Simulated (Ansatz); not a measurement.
Run report: HfSi2, single-point calculation (part 2 of 2)

The same run, continued: HfSi2 (slab, 18 atoms in the cell); DFT PBEsol, spin-orbit coupling, plane waves, PAW (Ansatz 0.2.0); cutoff 420 eV, 10×5×1 k-mesh, Gaussian smearing of 0.1 eV. The run did not end well. It belongs to a series of runs on one base structure; here: bands of the relaxed slab with spin-orbit coupling.

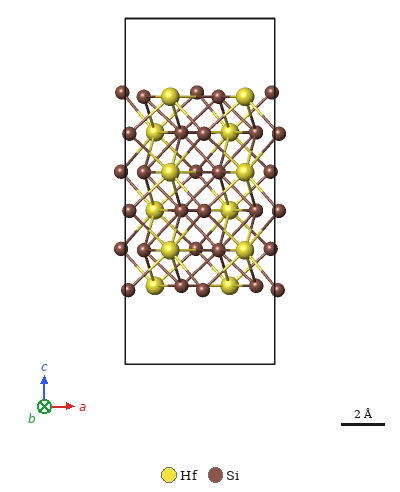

Fig. 1: The input geometry (ball-and-stick view of the 2 × 1 repeat of the cell, with the vacuum cut short, along the b axis).

## Output, continued
```
  k-point 0: bands = ["-57.1403", "-57.1403", "-57.1403", "-57.1403", "-56.7188", "-56.7188", "-56.7184", "-56.7184", "-56.7064", "-56.7064", ... 78 levels left out ..., "-6.4062", "-6.4062", "-6.3961", "-6.3961", "-6.3798", "-6.3798", "-6.3791", "-6.3791", "-6.3430", "-6.3430", "-6.3421", "-6.3421", "-6.2831", "-6.2831", "-6.2795", "-6.2795", "-5.9630", "-5.9630", "-5.9529", "-5.9529", "-5.9529", "-5.9529", "-5.9481", "-5.9481", "-5.9474", "-5.9474", "-5.9453", "-5.9453", "-5.9438",
      "-5.9438", "-5.9429", "-5.9429", "-5.9413", "-5.9413", "-5.9406", "-5.9406", "-5.9346", "-5.9346", "-5.9335", "-5.9335", "-5.9310", "-5.9310", "-5.9290", "-5.9290", "-5.9255", "-5.9255", "-5.9239", "-5.9239", "-5.4269", "-5.4269", "-5.2673", "-5.2673", "-4.7801", "-4.7801", "-3.6940", "-3.6940", "-3.5616", "-3.5616", "-3.1099", "-3.1099", "-2.1991", "-2.1991", "-2.1722", "-2.1722", "-1.3433", "-1.3433", "-0.6405", "-0.6405", "-0.4137",
      "-0.4137", "0.4436", "0.4436", "0.8885", "0.8885", "1.5160", "1.5160", "2.1413", "2.1413", "2.3070", "2.3070", "2.3842", "2.3842", "2.4127", "2.4127", "2.4832", "2.4832", "2.5258", "2.5258", "2.5841", "2.5841", "2.8100", "2.8100", "2.9443", "2.9443", "3.0267", "3.0267", "3.1193", "3.1193", "3.1811", "3.1811", "3.2984", "3.2984", "3.3279", "3.3279", "3.6535", "3.6535", "3.7512", "3.7512", "3.8227",
      "3.8227", "4.6469", "4.6469", "4.8786", "4.8786", "4.9795", "4.9795", "5.4169", "5.4169", "5.5442", "5.5442", "5.6598", "5.6598", "5.7519", "5.7519", "5.9345", "5.9345", "6.1462", "6.1462", "6.3305", "6.3305", "6.5460", "6.5460", "6.5750", "6.5750", "6.6782", "6.6782", "6.8929", "6.8929", "6.9653", "6.9653", "7.0873", "7.0873", "7.2673", "7.2673", "7.2837", "7.2837", "7.4159", "7.4159", "7.7575",
      "7.7575", "7.7955", "7.7955", "7.9303", "7.9303", "7.9824", "7.9824", "8.0828", "8.0828", "8.1059", "8.1059", "8.2449", "8.2449", "8.3571", "8.3571", "8.5134", "8.5134", "8.6941", "8.6941", "8.9465", "8.9465", "9.0192", "9.0192", "9.0927", "9.0927", "9.3284", "9.3284", "9.5226", "9.5226", "9.5818", "9.5818", "9.6888", "9.6888", "9.8494", "9.8494", "10.0949", "10.0949", "10.1236", "10.1236", "10.3762",
      "10.3762", "10.4540", "10.4540", "10.6370", "10.6370", "10.6952", "10.6952", "10.7794", "10.7794", "10.9328", "10.9328"]
  k-point 1: bands = ["-57.1403", "-57.1403", "-57.1403", "-57.1403", "-56.7188", "-56.7188", "-56.7184", "-56.7184", "-56.7064", "-56.7064", ... 78 levels left out ..., "-6.4063", "-6.4063", "-6.3897", "-6.3897", "-6.3798", "-6.3798", "-6.3780", "-6.3780", "-6.3434", "-6.3434", "-6.3411", "-6.3411", "-6.2833", "-6.2833", "-6.2779", "-6.2779", "-5.9845", "-5.9845", "-5.9535", "-5.9535", "-5.9523", "-5.9523", "-5.9483", "-5.9483", "-5.9469", "-5.9469", "-5.9450", "-5.9450", "-5.9440",
      "-5.9440", "-5.9428", "-5.9428", "-5.9414", "-5.9414", "-5.9406", "-5.9406", "-5.9347", "-5.9347", "-5.9333", "-5.9333", "-5.9308", "-5.9308", "-5.9291", "-5.9291", "-5.9258", "-5.9258", "-5.9243", "-5.9243", "-5.7494", "-5.7494", "-5.1969", "-5.1969", "-5.0528", "-5.0528", "-3.9653", "-3.9653", "-3.4056", "-3.4056", "-2.7030", "-2.7030", "-2.3785", "-2.3785", "-1.9254", "-1.9254", "-1.1249", "-1.1249", "-0.5421", "-0.5421", "-0.2884",
      "-0.2884", "0.5464", "0.5464", "0.9896", "0.9896", "1.1632", "1.1632", "1.9728", "1.9728", "2.1584", "2.1584", "2.1999", "2.1999", "2.4160", "2.4160", "2.4485", "2.4485", "2.5660", "2.5660", "2.6485", "2.6485", "2.7405", "2.7405", "2.8574", "2.8574", "2.9697", "2.9697", "3.0654", "3.0654", "3.1443", "3.1443", "3.2662", "3.2662", "3.3944", "3.3944", "3.6073", "3.6073", "3.6458", "3.6458", "4.1094",
      "4.1094", "4.4946", "4.4946", "4.8758", "4.8758", "4.9279", "4.9279", "5.2399", "5.2399", "5.5249", "5.5249", "5.6699", "5.6699", "5.7729", "5.7729", "5.8389", "5.8389", "6.1009", "6.1009", "6.3524", "6.3524", "6.4434", "6.4434", "6.6378", "6.6378", "6.8485", "6.8485", "7.0292", "7.0292", "7.1103", "7.1103", "7.1441", "7.1441", "7.2891", "7.2891", "7.3379", "7.3379", "7.4022", "7.4022", "7.4578",
      "7.4578", "7.5520", "7.5520", "7.9276", "7.9276", "7.9964", "7.9964", "8.0993", "8.0993", "8.2979", "8.2979", "8.4452", "8.4452", "8.5914", "8.5914", "8.7784", "8.7784", "9.0282", "9.0282", "9.1014", "9.1014", "9.1440", "9.1440", "9.2102", "9.2102", "9.3693", "9.3693", "9.5850", "9.5850", "9.7362", "9.7362", "9.8134", "9.8134", "9.9599", "9.9599", "10.0585", "10.0585", "10.1422", "10.1422", "10.3746",
      "10.3746", "10.4703", "10.4703", "10.6555", "10.6555", "10.7427", "10.7427", "10.8644", "10.8644", "10.8917", "10.8917"]
  k-point 2: bands = ["-57.1403", "-57.1403", "-57.1403", "-57.1403", "-56.7187", "-56.7187", "-56.7184", "-56.7184", "-56.7064", "-56.7064", ... 78 levels left out ..., "-6.4083", "-6.4083", "-6.4001", "-6.4001", "-6.3799", "-6.3799", "-6.3785", "-6.3785", "-6.3448", "-6.3448", "-6.3393", "-6.3393", "-6.2882", "-6.2882", "-6.2796", "-6.2796", "-6.1489", "-6.1489", "-5.9597", "-5.9597", "-5.9517", "-5.9517", "-5.9483", "-5.9483", "-5.9463", "-5.9463", "-5.9451", "-5.9451", "-5.9440",
      "-5.9440", "-5.9427", "-5.9427", "-5.9414", "-5.9414", "-5.9406", "-5.9406", "-5.9352", "-5.9352", "-5.9332", "-5.9332", "-5.9312", "-5.9312", "-5.9299", "-5.9299", "-5.9279", "-5.9279", "-5.9257", "-5.9257", "-5.9206", "-5.9206", "-5.6063", "-5.6063", "-4.9134", "-4.9134", "-4.4271", "-4.4271", "-3.1407", "-3.1407", "-2.7600", "-2.7600", "-1.9431", "-1.9431", "-1.6140", "-1.6140", "-0.9610", "-0.9610", "-0.2369", "-0.2369", "0.1050",
      "0.1050", "0.4686", "0.4686", "0.8528", "0.8528", "1.1543", "1.1543", "1.5051", "1.5051", "1.6538", "1.6538", "2.1017", "2.1017", "2.1142", "2.1142", "2.5034", "2.5034", "2.5187", "2.5187", "2.6931", "2.6931", "2.7358", "2.7358", "2.7555", "2.7555", "2.8080", "2.8080", "3.0344", "3.0344", "3.0602", "3.0602", "3.3400", "3.3400", "3.5590", "3.5590", "3.8485", "3.8485", "3.9250", "3.9250", "4.0098",
      "4.0098", "4.3441", "4.3441", "4.6328", "4.6328", "4.8689", "4.8689", "4.9844", "4.9844", "5.2343", "5.2343", "5.7354", "5.7354", "5.8770", "5.8770", "5.9198", "5.9198", "6.1761", "6.1761", "6.3218", "6.3218", "6.3850", "6.3850", "6.5713", "6.5713", "6.7386", "6.7386", "6.8362", "6.8362", "6.9253", "6.9253", "7.1844", "7.1844", "7.2198", "7.2198", "7.3639", "7.3639", "7.4992", "7.4992", "7.7570",
      "7.7570", "7.8151", "7.8151", "7.9528", "7.9528", "8.1976", "8.1976", "8.4382", "8.4382", "8.6074", "8.6074", "8.6579", "8.6579", "8.7551", "8.7551", "8.8950", "8.8950", "9.1016", "9.1016", "9.4276", "9.4276", "9.4988", "9.4988", "9.5189", "9.5189", "9.5734", "9.5734", "9.6638", "9.6638", "9.8466", "9.8466", "10.0023", "10.0023", "10.0260", "10.0260", "10.0877", "10.0877", "10.3650", "10.3650", "10.5108",
      "10.5108", "10.5989", "10.5989", "10.7696", "10.7696", "10.8014", "10.8014", "10.8675", "10.8675", "11.0263", "11.0263"]
  k-point 25: bands = ["-57.1373", "-57.1373", "-57.1373", "-57.1373", "-56.7156", "-56.7156", "-56.7153", "-56.7153", "-56.7032", "-56.7032", ... 78 levels left out ..., "-6.3803", "-6.3803", "-6.3802", "-6.3802", "-6.3429", "-6.3429", "-6.3427", "-6.3427", "-6.2804", "-6.2804", "-6.2804", "-6.2804", "-5.9644", "-5.9644", "-5.9563", "-5.9563", "-5.9518", "-5.9518", "-5.9498", "-5.9498", "-5.9461", "-5.9461", "-5.9453", "-5.9453", "-5.9433", "-5.9433", "-5.9422", "-5.9422", "-5.9382",
      "-5.9382", "-5.9374", "-5.9374", "-5.9347", "-5.9347", "-5.9337", "-5.9337", "-5.9317", "-5.9317", "-5.9313", "-5.9313", "-5.9244", "-5.9244", "-5.9237", "-5.9237", "-5.4218", "-5.4218", "-4.8287", "-4.8287", "-4.2346", "-4.2346", "-4.0764", "-4.0764", "-3.9242", "-3.9242", "-3.4621", "-3.4621", "-3.4101", "-3.4101", "-2.8084", "-2.8084", "-2.4589", "-2.4589", "-2.2305", "-2.2305", "-1.2839", "-1.2839", "-1.1390", "-1.1390", "-0.3622",
      "-0.3622", "-0.3132", "-0.3132", "-0.2181", "-0.2181", "-0.0752", "-0.0752", "0.7474", "0.7474", "0.8017", "0.8017", "1.2175", "1.2175", "1.3220", "1.3220", "1.6375", "1.6375", "1.6807", "1.6807", "1.8149", "1.8149", "2.0823", "2.0823", "2.2262", "2.2262", "2.3051", "2.3051", "2.4436", "2.4436", "2.6387", "2.6387", "2.7306", "2.7306", "2.9215", "2.9215", "3.0828", "3.0828", "3.2797", "3.2797", "3.3627",
      "3.3627", "3.6275", "3.6275", "3.8292", "3.8292", "4.2418", "4.2418", "4.7533", "4.7533", "5.2297", "5.2297", "5.6620", "5.6620", "5.8946", "5.8946", "6.2616", "6.2616", "6.4089", "6.4089", "6.5653", "6.5653", "6.7950", "6.7950", "6.9878", "6.9878", "7.1789", "7.1789", "7.2418", "7.2418", "7.5849", "7.5849", "7.7232", "7.7232", "7.8106", "7.8106", "8.0455", "8.0455", "8.2082", "8.2082", "8.2597",
      "8.2597", "8.3502", "8.3502", "8.4539", "8.4539", "8.5360", "8.5360", "8.6197", "8.6197", "8.7473", "8.7473", "8.8142", "8.8142", "8.9577", "8.9577", "9.0774", "9.0774", "9.2285", "9.2285", "9.3853", "9.3853", "9.5256", "9.5256", "9.7024", "9.7024", "9.9626", "9.9626", "10.1296", "10.1296", "10.2705", "10.2705", "10.4286", "10.4286", "10.5489", "10.5489", "10.6643", "10.6643", "10.8788", "10.8788", "11.0178",
      "11.0178", "11.3228", "11.3228", "11.3927", "11.3927", "11.4898", "11.4898", "11.5606", "11.5606", "11.6524", "11.6524"]
Error: SIGTERM received: cancelled by the caller after 30 completed k-points of an NSCF pass taken by its consumer, in an analysis behind the self-consistent cycle: that cycle's result was reported, and what else the deck asks for behind it is given out only as far as it was finished by then, or is formed of that: a resume of the run directory makes the rest
```

The run was set up as follows.

## The input
```yaml
crystal:
  lattice:
    - [3.650273894, 0.0, 0.0]
    - [-1.825136947, 7.1716810493, 0.0]
    - [0.0, 0.0, 24.0892126755]
  atoms:
    - { symbol: Hf, position: [0.3971198961, 0.7939489968, 0.3143652784] }
    - { symbol: Si, position: [0.039277829, 0.0785526489, 0.3059049549] }
    - { symbol: Si, position: [0.7522046555, 0.504407834, 0.3143219333] }
    - { symbol: Hf, position: [0.6010625096, 0.2022695484, 0.3842027518] }
    - { symbol: Si, position: [0.9448460744, 0.8899093861, 0.3869791101] }
    - { symbol: Si, position: [0.2500582319, 0.4999294712, 0.3844299243] }
    - { symbol: Hf, position: [0.3960815427, 0.7918882389, 0.4627646638] }
    - { symbol: Si, position: [0.0551921471, 0.1105024011, 0.4615692389] }
    - { symbol: Si, position: [0.7493062052, 0.4984403868, 0.4624400072] }
    - { symbol: Hf, position: [0.6039184555, 0.208111762, 0.5372353419] }
    - { symbol: Si, position: [0.944807868, 0.8894976202, 0.5384307613] }
    - { symbol: Si, position: [0.2506937929, 0.5015596204, 0.5375599969] }
    - { symbol: Hf, position: [0.3989374855, 0.7977304391, 0.6157972382] }
    - { symbol: Si, position: [0.0551539154, 0.1100906056, 0.6130208941] }
    - { symbol: Si, position: [0.749941777, 0.5000705337, 0.6155700751] }
    - { symbol: Hf, position: [0.6028801022, 0.2060509979, 0.6856347303] }
    - { symbol: Si, position: [0.9607221322, 0.9214472829, 0.6940950368] }
    - { symbol: Si, position: [0.2477953799, 0.495592226, 0.685678063] }
basis:
  ecutwfc: 420
kpoints:
  mp_grid: { grid: [10, 5, 1] }
  band_path:
    path: [[0.5, 0, 0], [0, 0, 0], [0, 0.5, 0], [0.5, 0.5, 0], [0, 0, 0]]
    npoints: 12
hamiltonian:
  xc: pbesol
scf:
  occupations: { method: gaussian, width: 0.1 }
  n_extra_bands: 84
output:
  forces: true
  eigenvalues: true
  populations: true
  fatbands: true
  write_density: true
  write_potential: true
  elf: true
  volumetric_format: npy
magnetization:
  noncollinear: true
  spin_orbit: true
efield:
  axis: 3
  dipole_correction: true
  ramp_width: 0.04
```

Run as:
```bash
ansatz run input.yaml --threads 4 --pin off --max-ram 10240MiB --backend cpu --events-out ev --progress --plain --runs-dir out
```

## What the run reported

| quantity | value |
| --- | --- |
| outcome | stopped at the time limit |
| electrons treated | 204 |
| free energy | −101161.7866 eV |
| Fermi energy | 4.703 eV |
| net moment of the cell | 0.00 μB |
| integrated absolute moment | 0.00 μB |
| largest force (length of the vector) | 0.026 eV/Å |
| hardware | 4 threads of Intel Xeon @ 2.80GHz (Skylake/Cascade Lake), 24 GiB of memory available, shared host |
| wall time | 25 min (CPU time 1.6 h) |
| peak memory | 9.1 GiB |

## What went wrong

The run was cut off by its time limit, so the output is incomplete. Notes on the run: an analysis step after the SCF failed.
